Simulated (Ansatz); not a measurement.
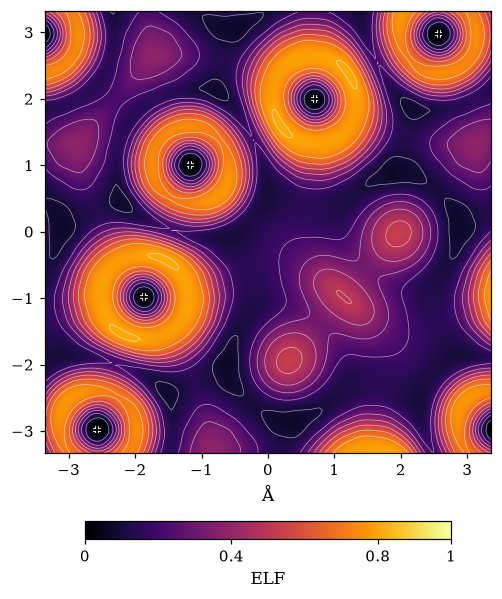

The electron localisation function on a plane through atoms (crosses mark nuclei in the plane).

Method: Ansatz 0.2.0, DFT PBE, scalar-relativistic, plane waves, PAW.

Candidates:
A. Mo, a = 6.28 Å, b = 6.28 Å, c = 6.28 Å, α = 90.00°, β = 90.00°, γ = 90.00°. Space group I4mm; changed on purpose from its base cell (atom 1 (Mo) moved +0.080 A along Cartesian [1 0 0]); not relaxed (largest force 1.0 eV/Å); computed pressure about 5 GPa in this cell; computed without spin polarisation.
B. GaN, a = 3.22 Å, b = 3.22 Å, c = 5.24 Å, α = 90.00°, β = 90.00°, γ = 120.00°. Space group P6₃mc; a structure from a database of computed crystals, not necessarily the ambient phase.
C. Ta5N4 (cell with a defect), a = 6.02 Å, b = 6.02 Å, c = 6.02 Å, α = 98.43°, β = 98.43°, γ = 98.43°. 

Question: Which system is this?

Answer: Candidate C: Ta5N4 on the (001) plane of the calculation cell, which holds Ta and N. Ta–N (2.11 Å): the ELF peaks at about 0.80 in the valence shell of N, 0.6 Å from its nucleus, and is about 0.20 at the midpoint; no shared electron pair shows on this line.
